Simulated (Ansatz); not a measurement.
## Geometry relaxation of InSb (part 2 of 2)

Continued. System: InSb (2 atoms in the cell). Method: DFT r2SCAN, scalar-relativistic, plane waves, PAW, no spin polarisation (Ansatz 0.2.0); cutoff 500 eV, 10×10×10 k-mesh, Gaussian smearing of 0.01 eV. The structure derives from an entry of the Crystallography Open Database.

Geometry of the input (Å; fractional positions):
```
0.0000  -3.2391  -3.2391
3.2391  0.0000  -3.2391
3.2391  -3.2391  0.0000
In 0.0000  0.0000  0.0000
Sb 0.7500  0.7500  0.7500
```

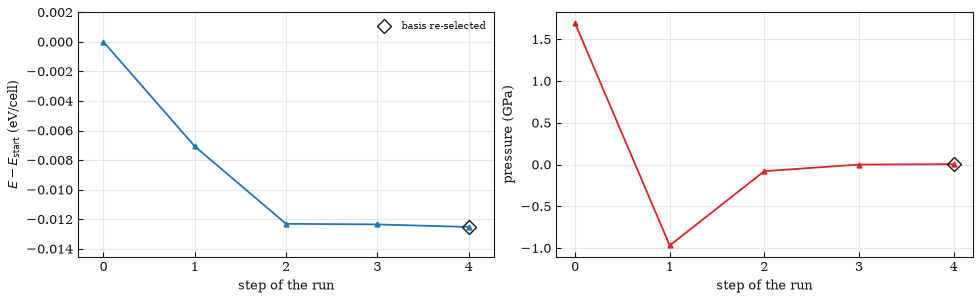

**Figure 1.** Progress of the relaxation, step by step (the first geometry is step 0 here and step 1 in the log).

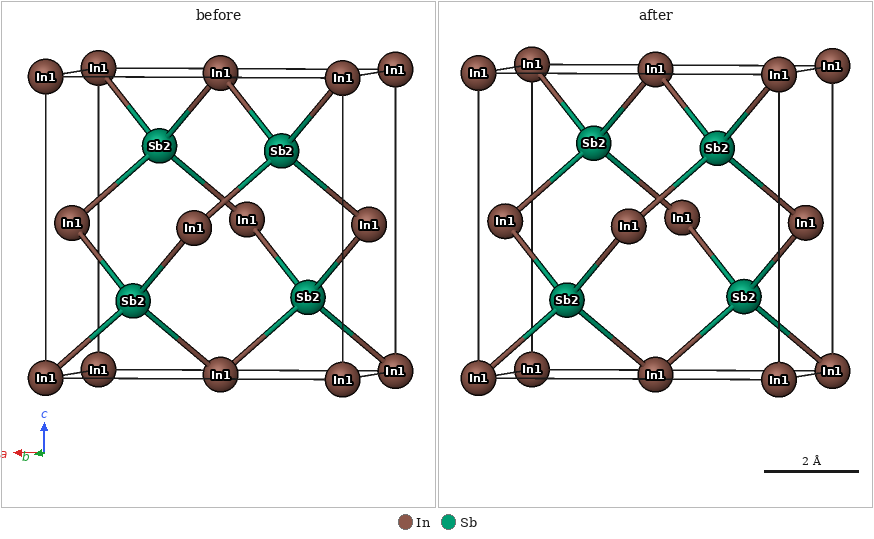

**Figure 2.** Before (left) and after (right) the relaxation, at one scale (ball-and-stick view of the cell 4 times as large as that of the calculation, set on its symmetry axes, seen at an oblique angle). After 3 geometry steps the energy has fallen by 12.4 meV per cell of the calculation. All forces vanish by symmetry, so only the cell relaxes. The pressure goes from 1.69 to 0.00 GPa. No atom moves by more than 0.005 Å relative to the cell. Cell: a = b = c 6.478 → 6.555 Å (+1.2 %). Volume +3.6 %. Among the contacts that change: In1–Sb2 2.805 → 2.838 Å. The space group stays F-43m (No. 216). A last SCF at the same geometry on a re-selected plane-wave basis shifts the energy by −0.2 meV per cell of the calculation. (Atoms are counted from 1 in the order of the input.)

```
basis re-selected at this cell: Δ(F+E_penalty+E_count) = -1.704e-4 eV, ΔP = +0.004 GPa vs the last step (what re-selecting the basis moved, of the pressure what is left beyond the Pulay correction that the steps carried, after the strain that the cell walked since its last selection, with what the two solves' SCF thresholds leave and, on support functions, any second-order correction that the steps lacked; it is no measure of the basis error at this ecutwfc). This SCF's stress stands 4.22e-3 GPa from its target on what of the cell is left free (relax.cell.stress_tol is 5.00e-2 GPa) and its largest allowed force component is 7.40e-17 eV/Å (relax.f_tol is 5.00e-3 eV/Å): within both
SCF converged after 5 iterations
Free energy (F): -12111.441085 eV
Harris-Foulkes:  -12111.441085 eV  (|F-HF|=1.82e-12)
Internal energy: -12111.441081 eV  (E = F + TS)
E sigma→0 (E₀):  -12111.441083 eV
Entropy (-TS):   -0.000003 eV (-0.002 meV/atom)
Fermi energy:    6.765353 eV
--- Per-component energies (eV) ---
  E_band       = -289.551733
  E_kinetic    = 448.911914
  E_local      = -3247.139345  (includes V_loc(G=0)·N_el)
  E_nonlocal   = 731.404668
  E_hartree    = 1396.845055
  E_xc         = -327.594172
  E_vxc        = -208.589865  (∫ρ·V_xc dr)
  E_paw        = -8787.737870  (= ΣΔE_a)
  E_vpaw       = -822.186100  (= ΣTr[D̂ρ^β])
  E_aug_tail   = 0.000007  (compensation charges beyond the density's cutoff)
  E_vtau       = 14.356937  (kinetic-family band-sum trace: ∫τ·v_τ [+ j·A + Jᵃ·Aᵃ] dr)
  E_ewald      = -2327.602921
  E_core_change = 1.471583  (= ΣΔE_core)
  E_smearing   = -0.000003  (= −TS)
  E_closure    = 0.000000  (closes the sum)
  Σ components = -12111.441085   (vs F -12111.441085, Δ=0.00e0)
--- Forces (eV/Å), atoms counted from 1 ---
  atom   1  In    -0.00000000     0.00000000    -0.00000000
  atom   2  Sb     0.00000000    -0.00000000     0.00000000
  max |Σ_I F_I| component: 3.47e-17 eV/Å
--- Stress (GPa, compression-positive) ---
        0.004223      -0.000000       0.000000
       -0.000000       0.004223       0.000000
       -0.000000       0.000000       0.004223
  P = ⅓ Tr σ = 0.0042 GPa (0.042 kbar)
--- Band table (eV; the first three rows and the last of 47) ---
  k-point 0: bands = ["-22.4657", "-22.4657", "-22.4657", "-22.4469", "-22.4469", "-8.3102", "-8.3102", "-8.3102", "-8.2258", "-8.2258", "-4.1384", "6.7505", "6.7505", "6.7505", "6.7768", "9.9846", "9.9846", "9.9846"]
  k-point 1: bands = ["-22.4657", "-22.4656", "-22.4656", "-22.4468", "-22.4468", "-8.3145", "-8.3082", "-8.3082", "-8.2260", "-8.2260", "-4.0469", "5.3330", "6.6158", "6.6158", "7.7529", "10.1770", "10.1770", "10.1983"]
  k-point 2: bands = ["-22.4657", "-22.4654", "-22.4654", "-22.4467", "-22.4467", "-8.3257", "-8.3029", "-8.3029", "-8.2262", "-8.2262", "-3.7834", "3.8588", "6.3215", "6.3215", "7.9234", "10.5666", "10.5666", "11.1257"]
  k-point 46: bands = ["-22.4659", "-22.4648", "-22.4635", "-22.4469", "-22.4456", "-8.3759", "-8.2784", "-8.2697", "-8.2356", "-8.2237", "-2.1493", "0.9497", "3.9857", "4.1157", "10.0870", "10.2867", "12.1321", "12.4836"]
--- Relaxed structure (4 steps of the walk, 4 accepted, 1 SCFs on fresh bases) ---
  F+E_penalty+E_count = -12111.44108480 eV   max|allowed force component| = 7.401e-17 eV/Å   (the final SCF, on the basis selected at the relaxed cell)
  cell:  # Å, volume = 70.4188 Å³
    - [-2.4457785757898828e-33, -3.277577362414424, -3.277577362414424]
    - [3.277577362414424, -1.462371773441034e-32, -3.277577362414424]
    - [3.277577362414424, -3.277577362414424, -1.4114180531120785e-32]
  atoms:
    - { symbol: In, position: [2.9023326050570207e-33, -3.140167799325458e-33, -2.7264336592959893e-33] }
    - { symbol: Sb, position: [0.7500000000000001, 0.7500000000000001, 0.7500000000000001] }
```

## Trajectory as extended XYZ (Å, eV, eV/Å), 5 frames, from step=1 to step=5
```
2
Lattice="0.0000 -3.2391 -3.2391 3.2391 0.0000 -3.2391 3.2391 -3.2391 0.0000" Properties=species:S:1:pos:R:3:forces:R:3 step=1 energy=-12111.42856 pressure_GPa=1.69
In    0.0000    0.0000    0.0000    0.0000   0.0000   0.0000
Sb    4.8586   -4.8586   -4.8586    0.0000   0.0000   0.0000
2
Lattice="0.0000 -3.3039 -3.3039 3.3039 0.0000 -3.3039 3.3039 -3.3039 0.0000" Properties=species:S:1:pos:R:3:forces:R:3 step=2 energy=-12111.43563 pressure_GPa=-0.97
In    0.0000    0.0000    0.0000    0.0000   0.0000   0.0000
Sb    4.9558   -4.9558   -4.9558    0.0000   0.0000   0.0000
2
Lattice="0.0000 -3.2797 -3.2797 3.2797 0.0000 -3.2797 3.2797 -3.2797 0.0000" Properties=species:S:1:pos:R:3:forces:R:3 step=3 energy=-12111.44087 pressure_GPa=-0.08
In    0.0000    0.0000    0.0000    0.0000   0.0000   0.0000
Sb    4.9195   -4.9195   -4.9195    0.0000   0.0000   0.0000
2
Lattice="0.0000 -3.2776 -3.2776 3.2776 0.0000 -3.2776 3.2776 -3.2776 0.0000" Properties=species:S:1:pos:R:3:forces:R:3 step=4 energy=-12111.44091 pressure_GPa=0.00
In    0.0000    0.0000    0.0000    0.0000   0.0000   0.0000
Sb    4.9164   -4.9164   -4.9164    0.0000   0.0000   0.0000
2
Lattice="0.0000 -3.2776 -3.2776 3.2776 0.0000 -3.2776 3.2776 -3.2776 0.0000" Properties=species:S:1:pos:R:3:forces:R:3 step=5 energy=-12111.44109 pressure_GPa=0.00
In    0.0000    0.0000    0.0000    0.0000   0.0000   0.0000
Sb    4.9164   -4.9164   -4.9164    0.0000   0.0000   0.0000
```

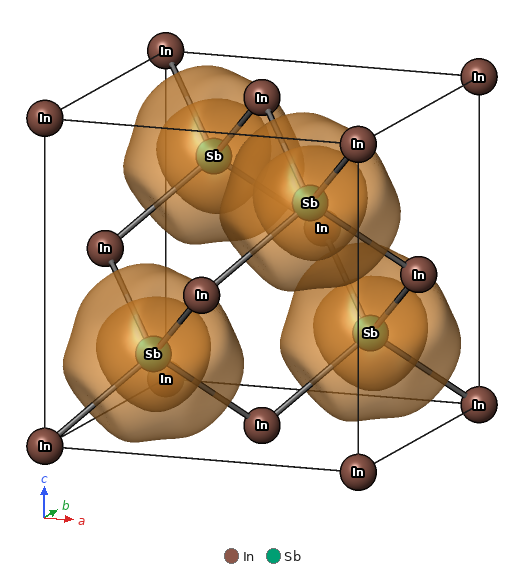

**Figure 3.** Isosurface of the electron localisation function at 0.45 (orange), seen slightly off an axis. Core shells and regions of very low density are left out. Sticks mark near contacts. The outline is the cell set on symmetry axes. Profiles from the grid: In–Sb (2.84 Å): the ELF peaks at about 0.70 between the atoms. In a PAW calculation such maps are meaningful between the atoms, not at the nuclei.

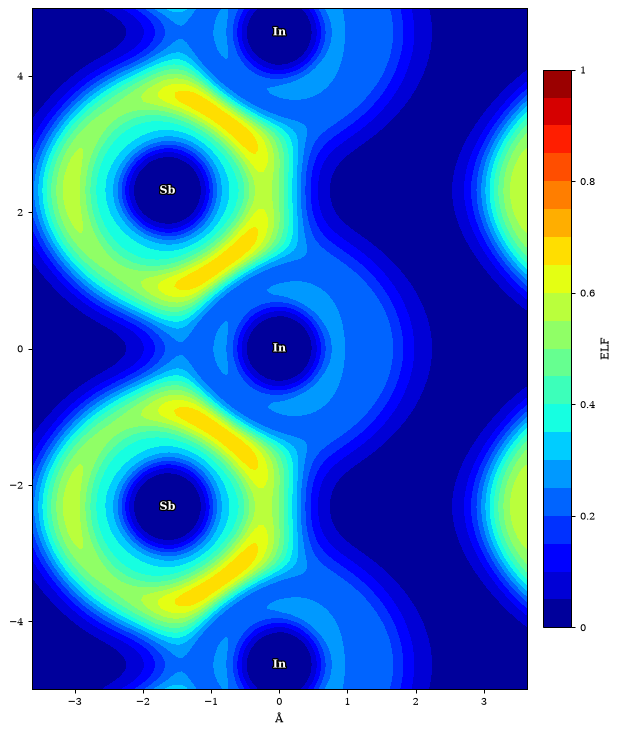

**Figure 4.** ELF on the (011) plane of the conventional cell. The section cuts through In and Sb sites. In–Sb (2.84 Å): the ELF peaks at about 0.70 between the atoms.

## Key numbers

- outcome: converged
- space group (tolerance 0.01 Å): F-43m (216)
- electrons treated: 28
- free energy: −12111.4411 eV
- Fermi energy: 6.765 eV
- gap on the k-point mesh: 0.03 eV
- pressure: 0.00 GPa
- final volume: 70.42 Å³
- largest force (length of the vector) at the end: under 0.001 eV/Å
- final cell: a = 4.635 Å, b = 4.635 Å, c = 4.635 Å, α = 60.00°, β = 60.00°, γ = 60.00°
- hardware: 2 threads of AMD EPYC (Zen 3), 32 GiB of memory available, shared host
- wall time: 41 s (CPU time 81 s)
- peak memory: 0.64 GiB
